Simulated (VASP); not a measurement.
TiO2: geometry relaxation (part 3 of 4)

TiO2 (I4₁/amd, 6 atoms in the cell); Kohn-Sham DFT of a periodic cell, PBE, VASP PAW PBE potentials, soft, no spin polarisation (VASP 6.6.1); cutoff 300 eV, 5×5×5 k-mesh, Gaussian smearing of 0.03 eV. The structure derives from an entry of the Crystallography Open Database.

Geometry of the input (Å; fractional positions):
```
-1.8921  1.8921  4.7573
1.8921  -1.8921  4.7573
1.8921  1.8921  -4.7573
Ti 0.0000  0.0000  0.0000
Ti 0.7500  0.2500  0.5000
O  0.2081  0.2081  0.0000
O  0.9581  0.4581  0.5000
O  0.5419  0.0419  0.5000
O  0.7919  0.7919  0.0000
```

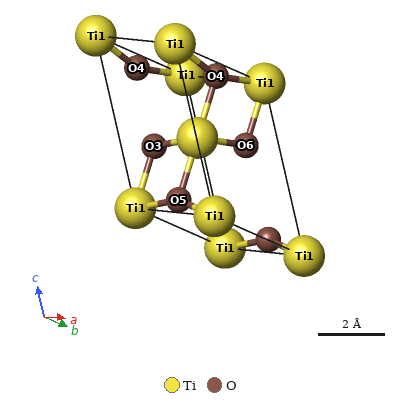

The geometry at step 3 of the log (ball-and-stick view of the reduced cell, seen at an oblique angle; atoms are numbered from 1 in the order of the input).

Parts of OUTCAR, continued:
```
  FORCE on cell =-STRESS in cart. coord.  units (eV):
  Direction    XX          YY          ZZ          XY          YZ          ZX
  --------------------------------------------------------------------------------------
  -------------------------------------------------------------------------------------
  Total       -0.0383975     -0.0383975      0.1751394      0.0000000      0.0000000      0.0000000
  in kB       -0.8844755     -0.8844755      4.0342883      0.0000000      0.0000000      0.0000000
  external PRESSURE =       0.7551124 kB  Pullay stress =       0.0000000 kB

 VOLUME and BASIS-vectors are now :
 -----------------------------------------------------------------------------
  energy-cutoff  :      300.00
  volume of cell :       69.55
      direct lattice vectors                 reciprocal lattice vectors
    -1.901369784  1.901369784  4.809881269     0.000000000  0.262968311  0.103952670
     1.901369784 -1.901369784  4.809881269     0.262968311  0.000000000  0.103952670
     1.901369784  1.901369784 -4.809881269     0.262968311  0.262968311  0.000000000

 POSITION                                       TOTAL-FORCE (eV/Angst)
 -----------------------------------------------------------------------------------
      0.00000      0.00000      0.00000        -0.000000     -0.000000     -0.000000
     -0.00000      1.90137      2.40494        -0.000000     -0.000000     -0.000000
      0.00000      0.00000      1.99721         0.000000     -0.000000      0.006896
      0.00000      1.90137      4.40215        -0.000000      0.000000      0.006896
      0.00000      1.90137      0.40773        -0.000000      0.000000     -0.006896
      0.00000      0.00000      7.62255         0.000000     -0.000000     -0.006896
 -----------------------------------------------------------------------------------
    total drift:                               -0.000000     -0.000000      0.000000

  FREE ENERGIE OF THE ION-ELECTRON SYSTEM (eV)
  ---------------------------------------------------
  free  energy   TOTEN  =       -53.7927048972 eV

  energy  without entropy=      -53.7927048972  energy(sigma->0) =      -53.79270490

--------------------------------------- Ionic step        7  -------------------------------------------

 number of electron      47.9999996 magnetization

------------------------ aborting loop because EDIFF is reached ----------------------------------------

  FORCE on cell =-STRESS in cart. coord.  units (eV):
  Direction    XX          YY          ZZ          XY          YZ          ZX
  --------------------------------------------------------------------------------------
  -------------------------------------------------------------------------------------
  Total       -0.0611749     -0.0611749      0.1730739      0.0000000     -0.0000000      0.0000000
  in kB       -1.4083213     -1.4083213      3.9843740      0.0000000     -0.0000000      0.0000000
  external PRESSURE =       0.3892438 kB  Pullay stress =       0.0000000 kB

 VOLUME and BASIS-vectors are now :
 -----------------------------------------------------------------------------
  energy-cutoff  :      300.00
  volume of cell :       69.60
      direct lattice vectors                 reciprocal lattice vectors
    -1.900937874  1.900937874  4.814888578     0.000000000  0.263028059  0.103844563
     1.900937874 -1.900937874  4.814888578     0.263028059  0.000000000  0.103844563
     1.900937874  1.900937874 -4.814888578     0.263028059  0.263028059  0.000000000

 POSITION                                       TOTAL-FORCE (eV/Angst)
 -----------------------------------------------------------------------------------
      0.00000      0.00000      0.00000        -0.000000     -0.000000      0.000000
     -0.00000      1.90094      2.40744        -0.000000     -0.000000      0.000000
      0.00000      0.00000      1.99696         0.000000     -0.000000      0.023038
      0.00000      1.90094      4.40440        -0.000000      0.000000      0.023038
     -0.00000      1.90094      0.41049        -0.000000      0.000000     -0.023038
      0.00000      0.00000      7.63282         0.000000     -0.000000     -0.023038
 -----------------------------------------------------------------------------------
    total drift:                               -0.000000     -0.000000      0.000000

  FREE ENERGIE OF THE ION-ELECTRON SYSTEM (eV)
  ---------------------------------------------------
  free  energy   TOTEN  =       -53.7927643803 eV

  energy  without entropy=      -53.7927643803  energy(sigma->0) =      -53.79276438

--------------------------------------- Ionic step        8  -------------------------------------------

 number of electron      47.9999992 magnetization

------------------------ aborting loop because EDIFF is reached ----------------------------------------

  FORCE on cell =-STRESS in cart. coord.  units (eV):
  Direction    XX          YY          ZZ          XY          YZ          ZX
  --------------------------------------------------------------------------------------
  -------------------------------------------------------------------------------------
  Total       -0.0435445     -0.0435445     -0.1175003      0.0000000      0.0000000      0.0000000
  in kB       -1.0015441     -1.0015441     -2.7025607      0.0000000      0.0000000      0.0000000
  external PRESSURE =      -1.5685496 kB  Pullay stress =       0.0000000 kB

 VOLUME and BASIS-vectors are now :
 -----------------------------------------------------------------------------
  energy-cutoff  :      300.00
  volume of cell :       69.66
      direct lattice vectors                 reciprocal lattice vectors
    -1.899590153  1.899590153  4.826078115     0.000000000  0.263214673  0.103603793
     1.899590153 -1.899590153  4.826078115     0.263214673  0.000000000  0.103603793
     1.899590153  1.899590153 -4.826078115     0.263214673  0.263214673  0.000000000

 POSITION                                       TOTAL-FORCE (eV/Angst)
 -----------------------------------------------------------------------------------
      0.00000      0.00000      0.00000         0.000000      0.000000      0.000000
      0.00000      1.89959      2.41304         0.000000      0.000000      0.000000
      0.00000      0.00000      2.00095         0.000000     -0.000000     -0.009011
      0.00000      1.89959      4.41399        -0.000000      0.000000     -0.009011
     -0.00000      1.89959      0.41209        -0.000000      0.000000      0.009011
      0.00000      0.00000      7.65121         0.000000     -0.000000      0.009011
 -----------------------------------------------------------------------------------
    total drift:                               -0.000000     -0.000000      0.000000

  FREE ENERGIE OF THE ION-ELECTRON SYSTEM (eV)
  ---------------------------------------------------
  free  energy   TOTEN  =       -53.7928767395 eV

  energy  without entropy=      -53.7928767395  energy(sigma->0) =      -53.79287674

--------------------------------------- Ionic step        9  -------------------------------------------

 number of electron      47.9999993 magnetization

 Free energy of the ion-electron system (eV)
  ---------------------------------------------------
  ext. energy  EPLUGINS =         0.00000000
  ---------------------------------------------------
  free energy    TOTEN  =       -53.79290773 eV

  energy without entropy =      -53.79290773  energy(sigma->0) =      -53.79290773

 E-fermi :   3.6656     XC(G=0): -10.6277     alpha+bet :-12.7012

 val. band max:        3.5320826205   @ k =  -0.4000   0.4000   0.0000
 cond. band min:       5.6226270477   @ k =   0.0000   0.0000   0.0000
 fundamental gap:      2.0905444272
 Fermi energy:         3.6655714110

 k-point     1 :       0.0000    0.0000    0.0000
  band No.  band energies     occupation
      1     -52.9009      2.00000
      2     -52.8467      2.00000
      3     -29.3692      2.00000
      4     -29.1453      2.00000
      5     -29.1453      2.00000
      6     -29.0809      2.00000
      7     -29.0809      2.00000
      8     -29.0092      2.00000
      9     -14.0181      2.00000
     10     -13.0247      2.00000
     11     -12.9398      2.00000
     12     -12.5688      2.00000
     13      -0.3504      2.00000
     14      -0.2605      2.00000
     15      -0.2605      2.00000
     16       0.1409      2.00000
     17       1.5216      2.00000
     18       1.5216      2.00000
     19       1.5700      2.00000
     20       2.7283      2.00000
     21       2.7283      2.00000
     22       2.7433      2.00000
     23       3.0994      2.00000
     24       3.0994      2.00000
     25       5.6226      0.00000
     26       6.3062      0.00000
     27       7.4528      0.00000
     28       7.4528      0.00000

 k-point     2 :       0.2000   -0.0000    0.0000
  band No.  band energies     occupation
      1     -52.8965      2.00000
      2     -52.8497      2.00000
      3     -29.3592      2.00000
      4     -29.1874      2.00000
      5     -29.1482      2.00000
      6     -29.0982      2.00000
      7     -29.0762      2.00000
      8     -29.0127      2.00000
      9     -13.8317      2.00000
     10     -12.9331      2.00000
     11     -12.8760      2.00000
     12     -12.5330      2.00000
     13      -0.7385      2.00000
     14      -0.3362      2.00000
     15      -0.2268      2.00000
     16       0.1253      2.00000
     17       1.2490      2.00000
     18       1.4710      2.00000
     19       1.7348      2.00000
     20       2.0545      2.00000
     21       2.4300      2.00000
     22       2.7541      2.00000
     23       2.7668      2.00000
     24       3.0799      2.00000
     25       6.3074      0.00000
     26       6.4949      0.00000
     27       6.8319      0.00000
     28       7.0728      0.00000

 k-point     3 :       0.4000    0.0000    0.0000
  band No.  band energies     occupation
      1     -52.8873      2.00000
      2     -52.8565      2.00000
      3     -29.3432      2.00000
      4     -29.2536      2.00000
      5     -29.1521      2.00000
      6     -29.1154      2.00000
      7     -29.0689      2.00000
      8     -29.0296      2.00000
      9     -13.5425      2.00000
     10     -12.8220      2.00000
     11     -12.6807      2.00000
     12     -12.4925      2.00000
     13      -1.0057      2.00000
     14      -0.2887      2.00000
     15      -0.1565      2.00000
     16      -0.1117      2.00000
     17       0.2765      2.00000
     18       1.4163      2.00000
     19       1.5773      2.00000
     20       1.6612      2.00000
     21       1.7520      2.00000
     22       2.6670      2.00000
     23       2.6689      2.00000
     24       2.9102      2.00000
     25       6.6386      0.00000
     26       6.9207      0.00000
     27       7.0471      0.00000
     28       7.0489      0.00000

 k-point     4 :       0.2000    0.2000    0.0000
  band No.  band energies     occupation
      1     -52.8902      2.00000
      2     -52.8546      2.00000
      3     -29.3393      2.00000
      4     -29.2147      2.00000
      5     -29.1717      2.00000
      6     -29.1104      2.00000
      7     -29.0719      2.00000
      8     -29.0240      2.00000
      9     -13.5857      2.00000
     10     -12.8715      2.00000
     11     -12.8098      2.00000
     12     -12.5262      2.00000
     13      -0.8231      2.00000
     14      -0.6420      2.00000
     15      -0.2273      2.00000
     16       0.1347      2.00000
     17       0.8305      2.00000
     18       1.3906      2.00000
     19       1.6058      2.00000
     20       1.8342      2.00000
     21       2.0732      2.00000
     22       2.4981      2.00000
     23       2.8768      2.00000
     24       3.2627      2.00000
     25       6.4016      0.00000
     26       6.6972      0.00000
     27       6.7091      0.00000
     28       7.0680      0.00000

 k-point     5 :       0.4000    0.2000    0.0000
  band No.  band energies     occupation
      1     -52.8817      2.00000
      2     -52.8607      2.00000
      3     -29.3314      2.00000
      4     -29.2707      2.00000
      5     -29.1780      2.00000
      6     -29.1374      2.00000
      7     -29.0625      2.00000
      8     -29.0324      2.00000
      9     -13.2831      2.00000
     10     -12.7307      2.00000
     11     -12.6493      2.00000
     12     -12.4839      2.00000
     13      -1.0333      2.00000
     14      -0.6998      2.00000
     15      -0.1718      2.00000
     16      -0.0003      2.00000
     17       0.1822      2.00000
     18       0.6290      2.00000
     19       1.1187      2.00000
     20       1.5727      2.00000
     21       1.8637      2.00000
     22       2.5148      2.00000
     23       2.9159      2.00000
     24       3.1709      2.00000
     25       6.5499      0.00000
     26       6.6743      0.00000
     27       7.0159      0.00000
     28       7.1265      0.00000

 [... the levels of 12 k-points are left out ...]

 k-point    18 :      -0.4000   -0.4000    0.4000
  band No.  band energies     occupation
      1     -52.8824      2.00000
      2     -52.8656      2.00000
      3     -29.2475      2.00000
      4     -29.1646      2.00000
      5     -29.1646      2.00000
      6     -29.1365      2.00000
      7     -29.0617      2.00000
      8     -29.0617      2.00000
      9     -13.6437      2.00000
     10     -13.3140      2.00000
     11     -12.8836      2.00000
     12     -12.7516      2.00000
     13      -0.1886      2.00000
     14      -0.1886      2.00000
     15      -0.1085      2.00000
     16      -0.1052      2.00000
     17       1.5475      2.00000
     18       1.5475      2.00000
     19       2.1448      2.00000
     20       2.2439      2.00000
     21       2.3048      2.00000
     22       2.3048      2.00000
     23       3.3973      2.00000
     24       3.3973      2.00000
     25       5.8482      0.00000
     26       6.0594      0.00000
     27       7.2164      0.00000
     28       7.2164      0.00000

------------------------ aborting loop because EDIFF is reached ----------------------------------------

  FORCE on cell =-STRESS in cart. coord.  units (eV):
  Direction    XX          YY          ZZ          XY          YZ          ZX
  --------------------------------------------------------------------------------------
  -------------------------------------------------------------------------------------
  Total       -0.0577590     -0.0577590     -0.0391327      0.0000000      0.0000000      0.0000000
  in kB       -1.3288696     -1.3288696     -0.9003303      0.0000000      0.0000000      0.0000000
  external PRESSURE =      -1.1860231 kB  Pullay stress =       0.0000000 kB

 VOLUME and BASIS-vectors are now :
 -----------------------------------------------------------------------------
  energy-cutoff  :      300.00
  volume of cell :       69.64
      direct lattice vectors                 reciprocal lattice vectors
    -1.900024284  1.900024284  4.822473720     0.000000000  0.263154531  0.103681229
     1.900024284 -1.900024284  4.822473720     0.263154531  0.000000000  0.103681229
     1.900024284  1.900024284 -4.822473720     0.263154531  0.263154531  0.000000000

 POSITION                                       TOTAL-FORCE (eV/Angst)
 -----------------------------------------------------------------------------------
      0.00000      0.00000      0.00000        -0.000000     -0.000000      0.000000
      0.00000      1.90002      2.41124        -0.000000     -0.000000      0.000000
      0.00000      0.00000      1.99966         0.000000      0.000000      0.001119
      0.00000      1.90002      4.41090        -0.000000     -0.000000      0.001119
      0.00000      1.90002      0.41158         0.000000      0.000000     -0.001119
      0.00000      0.00000      7.64529        -0.000000     -0.000000     -0.001119
 -----------------------------------------------------------------------------------
    total drift:                               -0.000000      0.000000      0.000000

  FREE ENERGIE OF THE ION-ELECTRON SYSTEM (eV)
  ---------------------------------------------------
  free  energy   TOTEN  =       -53.7929077261 eV

  energy  without entropy=      -53.7929077261  energy(sigma->0) =      -53.79290773

 reached required accuracy - stopping structural energy minimisation
```

CONTCAR:
```
TiO2
   1.00000000000000
    -1.9000242836351822    1.9000242836351822    4.8224737195294924
     1.9000242836351822   -1.9000242836351822    4.8224737195294924
     1.9000242836351822    1.9000242836351822   -4.8224737195294924
  Ti              O
     2     4
Direct
     0.0000000000000000    0.0000000000000000    0.0000000000000000
     0.7500000000000000    0.2500000000000000    0.5000000000000000
     0.2073273637966837    0.2073273637966837    0.0000000000000000
     0.9573273637966837    0.4573273637966837    0.5000000000000000
     0.5426726362033163    0.0426726362033163    0.5000000000000000
     0.7926726362033163    0.7926726362033163    0.0000000000000000

  0.00000000E+00  0.00000000E+00  0.00000000E+00
  0.00000000E+00  0.00000000E+00  0.00000000E+00
  0.00000000E+00  0.00000000E+00  0.00000000E+00
  0.00000000E+00  0.00000000E+00  0.00000000E+00
  0.00000000E+00  0.00000000E+00  0.00000000E+00
  0.00000000E+00  0.00000000E+00  0.00000000E+00
```

Trajectory as extended XYZ (Å, eV, eV/Å), 9 frames, from step=0 to step=8:
```
6
Lattice="-1.8921 1.8921 4.7573 1.8921 -1.8921 4.7573 1.8921 1.8921 -4.7573" Properties=species:S:1:pos:R:3:forces:R:3 step=0 energy=-53.77043
Ti    0.0000    0.0000    0.0000    0.0000   0.0000   0.0000
Ti    0.0000    1.8921    2.3786    0.0000   0.0000   0.0000
O     0.0000    0.0000    1.9800    0.0000   0.0000   0.1379
O     0.0000    1.8921    4.3586    0.0000   0.0000   0.1379
O     0.0000    1.8921    0.3987    0.0000   0.0000  -0.1379
O     0.0000    0.0000    7.5346    0.0000   0.0000  -0.1379
6
Lattice="-1.9201 1.9201 4.8548 1.9201 -1.9201 4.8548 1.9201 1.9201 -4.8548" Properties=species:S:1:pos:R:3:forces:R:3 step=1 energy=-53.74103
Ti    1.9201    1.9201   -4.8548    0.0000   0.0000   0.0000
Ti    0.0000    1.9201    2.4274    0.0000   0.0000   0.0000
O     0.0000    0.0000    2.0274    0.0000   0.0000  -0.2974
O     0.0000    1.9201    4.4548    0.0000   0.0000  -0.2974
O     0.0000    1.9201    0.4000    0.0000   0.0000   0.2974
O     1.9201    1.9201    2.8275    0.0000   0.0000   0.2974
6
Lattice="-1.9031 1.9031 4.7955 1.9031 -1.9031 4.7955 1.9031 1.9031 -4.7955" Properties=species:S:1:pos:R:3:forces:R:3 step=2 energy=-53.79164
Ti    0.0000    0.0000    0.0000    0.0000   0.0000   0.0000
Ti    0.0000    1.9031    2.3977    0.0000   0.0000   0.0000
O     0.0000    0.0000    1.9986    0.0000   0.0000  -0.0478
O     0.0000    1.9031    4.3963    0.0000   0.0000  -0.0478
O     0.0000    1.9031    0.3992    0.0000   0.0000   0.0478
O     0.0000    0.0000    7.5923    0.0000   0.0000   0.0478
6
Lattice="-1.9027 1.9027 4.7943 1.9027 -1.9027 4.7943 1.9027 1.9027 -4.7943" Properties=species:S:1:pos:R:3:forces:R:3 step=3 energy=-53.79163
Ti    0.0000    0.0000    0.0000    0.0000   0.0000   0.0000
Ti    0.0000    1.9027    2.3971    0.0000   0.0000   0.0000
O     0.0000    0.0000    1.9980    0.0000   0.0000  -0.0424
O     0.0000    1.9027    4.3951    0.0000   0.0000  -0.0424
O     0.0000    1.9027    0.3991    0.0000   0.0000   0.0424
O     0.0000    0.0000    7.5905    0.0000   0.0000   0.0424
6
Lattice="-1.9024 1.9024 4.7982 1.9024 -1.9024 4.7982 1.9024 1.9024 -4.7982" Properties=species:S:1:pos:R:3:forces:R:3 step=4 energy=-53.79202
Ti    0.0000    0.0000    0.0000    0.0000   0.0000   0.0000
Ti    0.0000    1.9024    2.3991    0.0000   0.0000   0.0000
O     0.0000    0.0000    1.9978    0.0000   0.0000  -0.0303
O     0.0000    1.9024    4.3969    0.0000   0.0000  -0.0303
O     0.0000    1.9024    0.4013    0.0000   0.0000   0.0303
O     0.0000    0.0000    7.5985    0.0000   0.0000   0.0303
6
Lattice="-1.9014 1.9014 4.8099 1.9014 -1.9014 4.8099 1.9014 1.9014 -4.8099" Properties=species:S:1:pos:R:3:forces:R:3 step=5 energy=-53.79270
Ti    0.0000    0.0000    0.0000    0.0000   0.0000   0.0000
Ti    0.0000    1.9014    2.4049    0.0000   0.0000   0.0000
O     0.0000    0.0000    1.9972    0.0000   0.0000   0.0069
O     0.0000    1.9014    4.4022    0.0000   0.0000   0.0069
O     0.0000    1.9014    0.4077    0.0000   0.0000  -0.0069
O     0.0000    0.0000    7.6226    0.0000   0.0000  -0.0069
```
